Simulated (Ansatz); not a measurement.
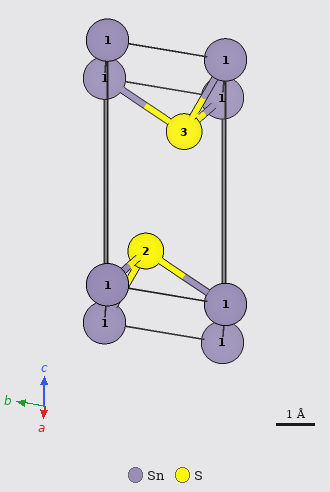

Fig. 1: The input geometry (ball-and-stick view of the cell of the calculation, seen at an oblique angle; atoms are numbered from 1 in the order of the input). An atom can appear more than once, as a periodic image. Near neighbours in the periodic cell (some may lie outside the picture): Sn has 6 S at 2.60 Å; S has 3 Sn at 2.60 Å.

## Geometry relaxation of SnS2

- system: SnS2 (P-3m1, 3 atoms in the cell)
- method: DFT PBE, scalar-relativistic, plane waves, PAW, no spin polarisation (Ansatz 0.2.0)

The structure derives from a Materials Project entry. Figures and captions count atoms from 1; the log counts them from 0 in places.

Input file
```yaml
crystal:
  lattice:
    - [3.703124914, 0.0, 0.0]
    - [-1.851562457, 3.2070002489, 0.0]
    - [0.0, 0.0, 6.8276762004]
  atoms:
    - { symbol: Sn, position: [0.0, 0.0, 0.0] }
    - { symbol: S, position: [0.3333333333, 0.6666666667, 0.2164499868] }
    - { symbol: S, position: [0.6666666667, 0.3333333333, 0.7835500132] }
basis:
  ecutwfc: 420
kpoints:
  mp_grid: { grid: [12, 12, 4] }
hamiltonian:
  xc: pbe
scf:
  occupations: { method: gaussian, width: 0.02 }
output:
  forces: true
  stress: true
  eigenvalues: true
  write_density: true
  write_potential: true
  elf: true
  volumetric_format: npy
relax:
  adjacent_minimum: "off"
  f_tol: 0.005
  max_steps: 80
  cell: { stress_tol: 0.05 }
```

Launch command:
```bash
ansatz run input.yaml --threads 4 --pin off --max-ram 10240MiB --backend cpu --events-out ev --progress --plain --runs-dir out
```

The program's output
```
Engine: ansatz 0.2.0, aarch64-unknown-linux-gnu
Pseudopotentials: kind: paw
Pseudopotential: Sn, paw, valence charge 14, recommended cutoff 420 eV (normal), Sn.paw.azcp
Pseudopotential: S, paw, valence charge 6, recommended cutoff 420 eV (normal), S.paw.azcp
Functional definition: PBE
  parameter kappa = 0.804
  parameter beta = 0.06672455060314922
  exchange = pbe_x(kappa = kappa, mu = beta*pi^2/3)
  correlation = pbe_c(beta = beta)
Crystal: 3 atoms, lattice volume = 81.085 Å³
Basis set: ecut = 420 eV, 1559 PW (Γ), exchange–correlation on 50×50×96 points (8 copies of the dense FFT grid, shifted against one another)
Bands: 17, of which v1, the nominal top of the filled ones, is band 13 counted from 1 (12 counted from 0)
Symmetry: 12 space group operations
Space group: P-3m1 (ITA 164), of the structure as read, at distance tolerance 4.3e-5 Å
k-points: 69 of 576
Non-local potential: Sn, projectors of the file, l = 0: 2, l = 1: 2, l = 2: 2, l = 3: 2
Non-local potential: S, projectors of the file, l = 0: 2, l = 1: 2, l = 2: 2
PAW form: soft (Blöchl's): semilocal exchange-correlation on the pseudo side does not see the compensation charge
PAW one-centre angular grid: Sn, 590 points (default); XC on 64 Gauss nodes
PAW one-centre angular grid: S, 110 points (default); XC on 64 Gauss nodes
Initial density: superposition of atomic densities (neutral atoms: chi_scale 0, normalization atom), corrected by the library's trained network
Initial wavefunctions: pseudopotential atomic-orbital guess
Functional: x = pbe(κ = 0.804, μ = 0.2195149727645171), c = pbe(β = 0.06672455060314922)
SCF iter   1: F=—  HF=-7829.485438 eV  |F-HF|=—  |Δ(HF+E_count)|=         —  Δρ=1.32e-3  dr2=1.64e-3  ethr=1.77e-3  ⟨swp⟩=6.6  Hψ=7107  notcnv=0
preconditioner: auto → Resta (q_TF=auto, 2.257 Å⁻¹)  ε∞=2.8  [insulator: Δε(μ)=1.532 eV  Ē_g=15.886 eV  σ=0.020 eV  W_gap=1.00  n_scr=22 (ndim 8)  ℏωp=21.0 eV  f_vac=0.161  D(μ)=0.00/eV (n_scr^D=0)  ε∞_Penn≈2.8]
SCF iter   2: F=—  HF=-7829.484802 eV  |F-HF|=—  |Δ(HF+E_count)|=   6.35e-4  Δρ=7.05e-4  dr2=3.28e-4  ethr=6.29e-6  ⟨swp⟩=2.1  Hψ=2744  notcnv=0
SCF iter   3: F=—  HF=-7829.484963 eV  |F-HF|=—  |Δ(HF+E_count)|=   1.61e-4  Δρ=2.58e-4  dr2=5.13e-5  ethr=1.26e-6  ⟨swp⟩=2.0  Hψ=2213  notcnv=0
SCF iter   4: F=—  HF=-7829.484934 eV  |F-HF|=—  |Δ(HF+E_count)|=   2.93e-5  Δρ=9.08e-5  dr2=7.77e-6  ethr=1.97e-7  ⟨swp⟩=2.0  Hψ=1495  notcnv=0
SCF iter   5: F=—  HF=-7829.484942 eV  |F-HF|=—  |Δ(HF+E_count)|=   8.39e-6  Δρ=1.77e-5  dr2=2.90e-7  ethr=2.99e-8  ⟨swp⟩=2.0  Hψ=2070  notcnv=0
SCF iter   6: F=-7829.484943 eV  HF=-7829.484943 eV  |F-HF|=1.10e-8  |Δ(HF+E_count)|=   5.49e-7  Δρ=1.98e-6  dr2=4.68e-9  ethr=3.85e-10  ⟨swp⟩=10.2  Hψ=9316  notcnv=0
SCF 1 converged in 6 iterations: F = -7829.484943 eV  dr2 = 4.68e-9
  greatest PAW one-centre occupation: 0.993 electrons in one spin orbital (limit 2), on the Sn atom at site 0 (counted from 0), in its partial waves of l = 2
relax step   1: F+E_penalty+E_count = -7829.48494280 eV  Δ(F+E_penalty+E_count) = +0.000e0 eV  max|allowed force component| = 1.613e-3 eV/Å  Δτ_max = 0.0000 Å  P = +0.011 GPa  Ω = 81.085 Å³  (6 SCF iters, dr2 threshold 1.00e-7 eV, accepted)
Initial density: handed on by an earlier stage of this run
Initial wavefunctions: pseudopotential atomic-orbital guess (no wavefunctions were taken with the density)
iter 1 solved again at ethr=3.40e-7 eV; its pass at ethr=3.10e-3 eV (dr2=8.83e-5 eV) is discarded
SCF iter   1: F=—  HF=-7829.485005 eV  |F-HF|=—  |Δ(HF+E_count)|=         —  Δρ=2.25e-6  dr2=4.90e-9  ethr=3.40e-7  ⟨swp⟩=3.2  Hψ=10284  notcnv=0
eigensolver tolerance schedule: the retry pair's looser diagonalisation over-reported the residual by 18035.99 of it (diagonalisation noise at an unbounded share of the residual, at the tolerance the schedule requests for it); recorded, not acted on — ethr = c·dr2/N_el stays at c = 1.0e-1
preconditioner: auto → Resta (q_TF=auto, 2.257 Å⁻¹)  ε∞=2.7  [insulator: Δε(μ)=1.536 eV  Ē_g=15.902 eV  σ=0.020 eV  W_gap=1.00  n_scr=22 (ndim 8)  ℏωp=21.0 eV  f_vac=0.159  D(μ)=0.00/eV (n_scr^D=0)  ε∞_Penn≈2.7]
SCF iter   2: F=—  HF=-7829.484943 eV  |F-HF|=—  |Δ(HF+E_count)|=   6.17e-5  Δρ=1.71e-6  dr2=2.70e-9  ethr=1.88e-11  ⟨swp⟩=3.3  Hψ=2851  notcnv=0
SCF iter   3: F=—  HF=-7829.484943 eV  |F-HF|=—  |Δ(HF+E_count)|=   3.59e-9  Δρ=6.67e-7  dr2=6.97e-10  ethr=1.04e-11  ⟨swp⟩=2.0  Hψ=1998  notcnv=0
SCF iter   4: F=—  HF=-7829.484943 eV  |F-HF|=—  |Δ(HF+E_count)|=   2.11e-9  Δρ=4.00e-7  dr2=2.18e-10  ethr=2.68e-12  ⟨swp⟩=2.0  Hψ=1645  notcnv=0
SCF iter   5: F=—  HF=-7829.484943 eV  |F-HF|=—  |Δ(HF+E_count)|=  3.29e-10  Δρ=3.97e-7  dr2=7.32e-11  ethr=1.00e-12  ⟨swp⟩=2.0  Hψ=2048  notcnv=0
SCF iter   6: F=-7829.484943 eV  HF=-7829.484943 eV  |F-HF|=2.55e-11  |Δ(HF+E_count)|=  4.55e-12  Δρ=2.51e-7  dr2=2.71e-11  ethr=1.00e-12  ⟨swp⟩=6.0  Hψ=5054  notcnv=0
SCF 2 converged in 6 iterations: F = -7829.484943 eV  dr2 = 2.71e-11
relax step   2: F+E_penalty+E_count = -7829.48494280 eV  Δ(F+E_penalty+E_count) = -2.321e-9 eV  max|allowed force component| = 1.612e-3 eV/Å  Δτ_max = 0.0000 Å  P = +0.011 GPa  Ω = 81.085 Å³  stress off target by 4.54e-2 GPa  SCF on the basis re-selected at this cell (its energy is not comparable with the rows above)  (6 SCF iters)
```

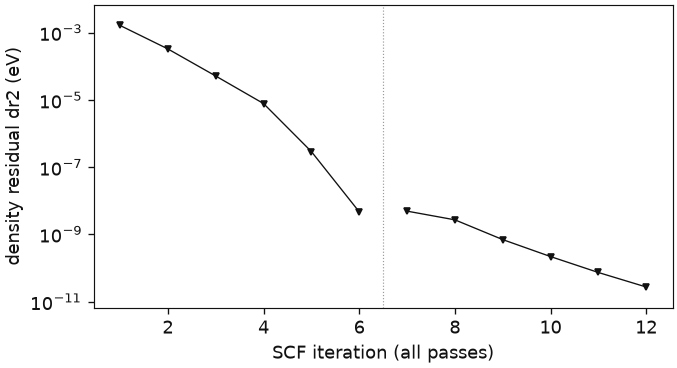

Fig. 2: Convergence of the self-consistent field: density residual dr2 against the SCF iteration. The dotted lines part the SCF passes of the relaxation: geometry steps, rejected trials and re-solves on a re-selected basis. The passes take 6 and 6 iterations.

```
basis re-selected at this cell: Δ(F+E_penalty+E_count) = -2.321e-9 eV, ΔP = +0.000 GPa vs the last step (what re-selecting the basis moved, of the pressure what is left beyond the Pulay correction that the steps carried, after the strain that the cell walked since its last selection, with what the two solves' SCF thresholds leave and, on support functions, any second-order correction that the steps lacked; it is no measure of the basis error at this ecutwfc). This SCF's stress stands 4.54e-2 GPa from its target on what of the cell is left free (relax.cell.stress_tol is 5.00e-2 GPa) and its largest allowed force component is 1.61e-3 eV/Å (relax.f_tol is 5.00e-3 eV/Å): within both
SCF converged after 6 iterations
Free energy (F): -7829.484943 eV
Harris-Foulkes:  -7829.484943 eV  (|F-HF|=2.55e-11)
Internal energy: -7829.484943 eV  (E = F + TS)
E sigma→0 (E₀):  -7829.484943 eV
Fermi energy:    4.959450 eV
--- Per-component energies (eV) ---
  E_band       = -172.498374
  E_kinetic    = 399.084365
  E_local      = -2110.109092  (includes V_loc(G=0)·N_el)
  E_nonlocal   = 26.843585
  E_hartree    = 1077.151909
  E_xc         = -574.047831
  E_vxc        = -267.826129  (∫ρ·V_xc dr)
  E_paw        = -5343.116708  (= ΣΔE_a)
  E_vpaw       = -374.795088  (= ΣTr[D̂ρ^β])
  E_aug_tail   = 0.000003  (compensation charges beyond the density's cutoff)
  E_ewald      = -1305.291174
  E_smearing   = -0.000000  (= −TS)
  E_closure    = 0.000000  (closes the sum)
  Σ components = -7829.484943   (vs F -7829.484943, Δ=0.00e0)
--- Forces (eV/Å), atoms counted from 1 ---
  atom   1  Sn    -0.00000000     0.00000000     0.00000000
  atom   2  S      0.00000000     0.00000000    -0.00161155
  atom   3  S      0.00000000    -0.00000000     0.00161155
  max |Σ_I F_I| component: 2.17e-19 eV/Å
--- Stress (GPa, compression-positive) ---
       -0.006766       0.000000      -0.000000
        0.000000      -0.006766      -0.000000
       -0.000000       0.000000       0.045450
  P = ⅓ Tr σ = 0.0106 GPa (0.106 kbar)
--- Band table (eV; the first three rows and the last of 69) ---
  k-point 0: bands = ["-16.5498", "-16.5498", "-16.5142", "-16.4911", "-16.4911", "-9.0744", "-7.3352", "-0.7559", "3.7161", "3.7161", "3.8298", "4.0685", "4.0685", "6.2216", "7.9741", "9.6036", "9.6036"]
  k-point 1: bands = ["-16.5498", "-16.5498", "-16.5142", "-16.4911", "-16.4911", "-9.0612", "-7.3657", "-0.6237", "3.4387", "3.7098", "3.7098", "4.0781", "4.0781", "6.5530", "7.9755", "9.5795", "9.5795"]
  k-point 2: bands = ["-16.5498", "-16.5498", "-16.5142", "-16.4911", "-16.4911", "-9.0477", "-7.3964", "-0.4780", "3.0924", "3.7039", "3.7039", "4.0875", "4.0875", "6.8284", "7.9745", "9.5558", "9.5558"]
  k-point 68: bands = ["-16.5684", "-16.5684", "-16.4906", "-16.4906", "-16.4702", "-6.8346", "-6.8346", "-2.6020", "0.7097", "0.7097", "1.1459", "3.7468", "3.7468", "6.9755", "10.0187", "10.0187", "11.5286"]
--- Relaxed structure (1 steps of the walk, 1 accepted, 1 SCFs on fresh bases) ---
  F+E_penalty+E_count = -7829.48494280 eV   max|allowed force component| = 1.612e-3 eV/Å   (the final SCF, on the basis selected at the relaxed cell)
  cell:  # Å, volume = 81.0850 Å³
    - [3.7031249139936118, 0.0, 0.0]
    - [-1.8515624569968059, 3.2070002489055325, 0.0]
    - [0.0, 0.0, 6.8276762004]
  atoms:
    - { symbol: Sn, position: [0.0, 0.0, 0.0] }
    - { symbol: S, position: [0.33333333333333326, 0.6666666666666665, 0.21644998679999997] }
    - { symbol: S, position: [0.6666666666666665, 0.33333333333333326, 0.7835500131999998] }
```

Trajectory as extended XYZ (Å, eV, eV/Å), 2 frames, from step=1 to step=2
```
3
Lattice="3.7031 0.0000 0.0000 -1.8516 3.2070 0.0000 0.0000 0.0000 6.8277" Properties=species:S:1:pos:R:3:forces:R:3 step=1 energy=-7829.48494 pressure_GPa=0.01
Sn    0.0000    0.0000    0.0000    0.0000   0.0000   0.0000
S     0.0000    2.1380    1.4779    0.0000   0.0000  -0.0016
S     1.8516    1.0690    5.3498    0.0000   0.0000   0.0016
3
Lattice="3.7031 0.0000 0.0000 -1.8516 3.2070 0.0000 0.0000 0.0000 6.8277" Properties=species:S:1:pos:R:3:forces:R:3 step=2 energy=-7829.48494 pressure_GPa=0.01
Sn    0.0000    0.0000    0.0000    0.0000   0.0000   0.0000
S     0.0000    2.1380    1.4779    0.0000   0.0000  -0.0016
S     1.8516    1.0690    5.3498    0.0000   0.0000   0.0016
```

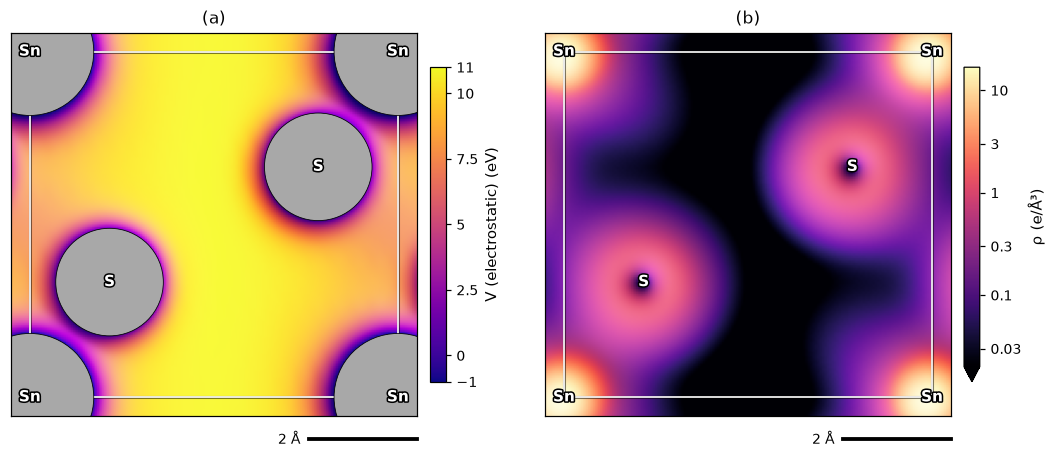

Fig. 3: (a) electrostatic potential (local pseudopotential plus Hartree) felt by an electron; (b) valence electron density on the (110) plane of the conventional cell. Grey discs, where drawn, cover atomic cores. Sn–S (2.60 Å): ρ is about 0.43 e/Å³ halfway. Away from the nuclei the density in this plane falls to 0.003 e/Å³ at its lowest. Outside the cores the potential energy rises away from the atoms and is highest about 2.1 Å from the nearest atoms; outside the discs it spans about 12 eV, and its zero is arbitrary. In a PAW calculation such maps are meaningful between the atoms, not at the nuclei.

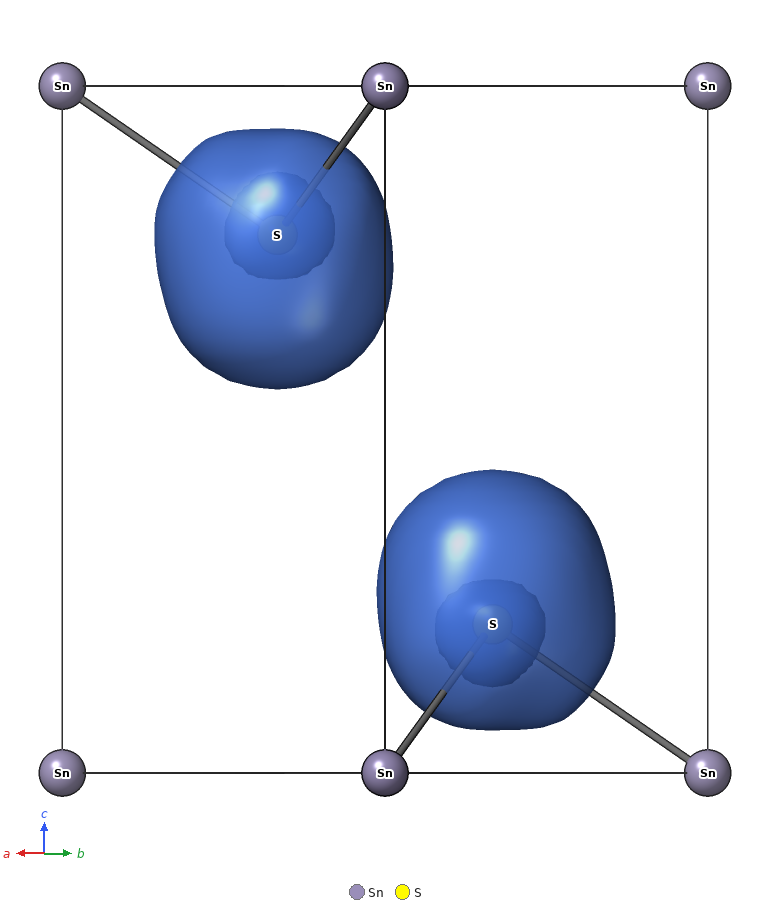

Fig. 4: Isosurface of the ELF at 0.7 (blue), seen along [110]. Core shells and regions of very low density are left out. Sticks mark near contacts. The outline is the cell set on symmetry axes. Profiles from the grid: Sn–S (2.60 Å): the ELF is about 0.55 at the midpoint.

Results in brief

| quantity | value |
| --- | --- |
| outcome | converged |
| space group (tolerance 0.01 Å) | P-3m1 (164) |
| electrons treated | 26 |
| free energy | −7829.4849 eV |
| Fermi energy | 4.959 eV |
| gap on the k-point mesh | 1.54 eV |
| pressure | 0.01 GPa |
| final volume | 81.08 Å³ |
| largest force (length of the vector) at the end | 0.002 eV/Å |
| final cell | a = 3.703 Å, b = 3.703 Å, c = 6.828 Å, α = 90.00°, β = 90.00°, γ = 120.00° |
| hardware | 4 threads of Arm Neoverse V1, 24 GiB of memory available, shared host |
| wall time | 3.6 s (CPU time 13 s) |
| peak memory | 0.43 GiB |
